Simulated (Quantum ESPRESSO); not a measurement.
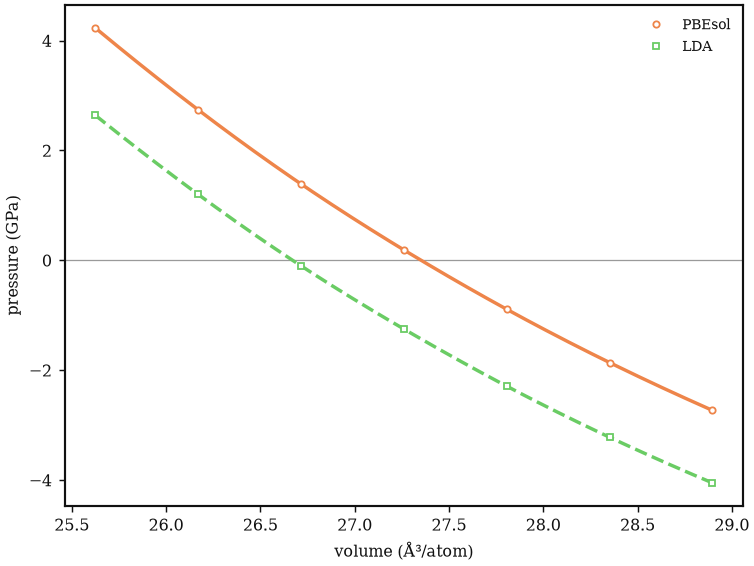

The plot gives the computed pressure against volume, with one curve for each functional, for Se (space group P3_121).

Computed with Quantum ESPRESSO 7.5: plane-wave DFT, no spin polarisation; energies at scaled volumes of the given cell, shape and fractions fixed, counted from the fit's minimum, third-order Birch-Murnaghan fit. All runs: no spin polarisation.

k mesh 6×6×5; occupations Fermi–Dirac; smearing width 0.05 eV; wave cutoff 1170 eV; density cutoff 4680 eV.

Settings that differ: PBEsol: potentials PseudoDojo-0.4.1-SR-PBEsol-standard; LDA: potentials PseudoDojo-0.4.1-SR-LDA-standard.

> Order the curves by fitted equilibrium volume, smallest first.

LDA 26.680, PBEsol 27.356 Å³/atom.

> Order the curves by fitted bulk modulus, smallest first.

PBEsol 56.1, LDA 60.3 GPa.

> For PBEsol: how does the pressure vary with volume?

It falls from 4.23 GPa at volume 25.63 Å³/atom to −2.73 GPa at 28.90 Å³/atom, and changes sign near 27.36 Å³/atom.

> For LDA: how does the pressure vary with volume?

It falls from 2.64 GPa at volume 25.63 Å³/atom to −4.05 GPa at 28.90 Å³/atom, and changes sign near 26.67 Å³/atom.

Caveats: shape and atomic fractions are frozen while scaling, which makes layered, chain and framework solids too stiff.
